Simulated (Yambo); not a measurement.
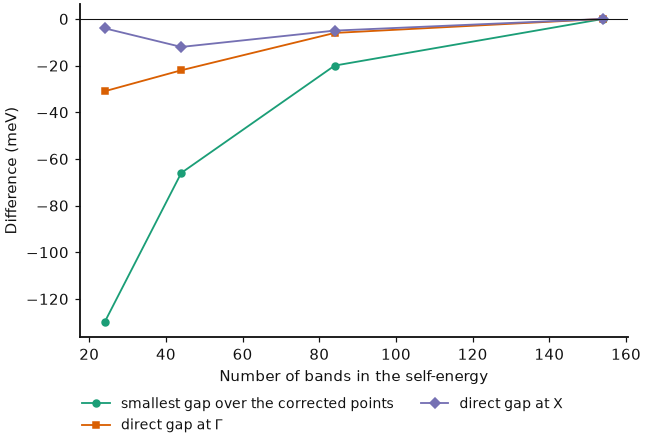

G0W0 gaps of zincblende BP, space group F-43m (No. 216), 2 atoms in the primitive cell (cubic a = 4.538 Å) as the number of bands in the self-energy is raised, all else fixed. The plot shows differences from the last run. Method: PBEsol, PseudoDojo 0.4.1 SR PBEsol standard, no spin polarisation, no spin-orbit coupling, 6×6×6 k mesh, 1034 eV cutoff, fixed occupations (Yambo 5.3.0); in the last run, G0W0 with frequency dependence of W plasmon pole, bands in the response 154, bands in the self-energy 154, cutoff of the response matrix 15 Ry and cutoff of exchange and Vxc 76 Ry.

Which number of bands in the self-energy is enough for 10 meV?

Answer. The smallest gap over the corrected points starts −130 meV from the last run and still moves by 20 meV in the last step, from 84 to 154. The direct gap at Γ starts −31 meV from the last run and still moves by 6 meV in the last step, from 84 to 154. The direct gap at X starts −4 meV from the last run and still moves by 5 meV in the last step, from 84 to 154. This holds at the response cutoff of these runs; a larger one needs more bands. The approach isn't monotonic for the direct gap at X.

| number of bands in the self-energy | smallest gap over the corrected points (eV) | direct gap at Γ (eV) | direct gap at X (eV) |
| --- | --- | --- | --- |
| 24 | 1.965 | 4.247 | 6.369 |
| 44 | 2.029 | 4.256 | 6.361 |
| 84 | 2.075 | 4.272 | 6.368 |
| 154 | 2.095 | 4.278 | 6.373 |

The settings that aren't varied aren't converged either.
